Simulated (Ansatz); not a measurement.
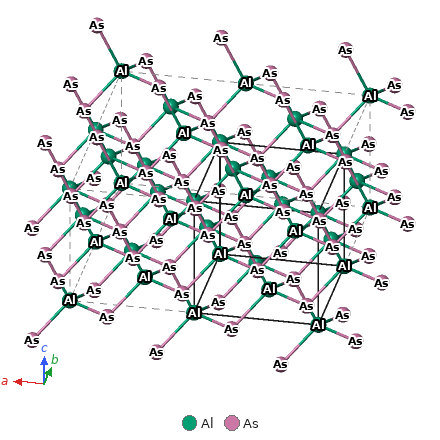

System AlAs (space group F-43m, No. 216); source of the atomic positions: the end point of a relaxation with DFT LDA, scalar-relativistic, plane waves, PAW (Ansatz 0.2.0).

Bonds are taken as Al–As below 2.7 Å; no other contact counts. Atoms with one bond or none are removed and atoms with two bonds are replaced by edges, until no such atom is left.

Question: What kind of net remains, and which atoms are its nodes?

Answer: A uninodal 4-connected, three-periodic net: Al and As are 4-connected nodes.

Question: Name the underlying net.

Answer: It is the dia net, known from diamond, zinc blende and cristobalite.

Question: Is the net interpenetrated?

Answer: It is a single net, without interpenetration.

Question: Give the point symbol of each node (shortest cycle at each angle).

Answer: Al and As: 6⁶.
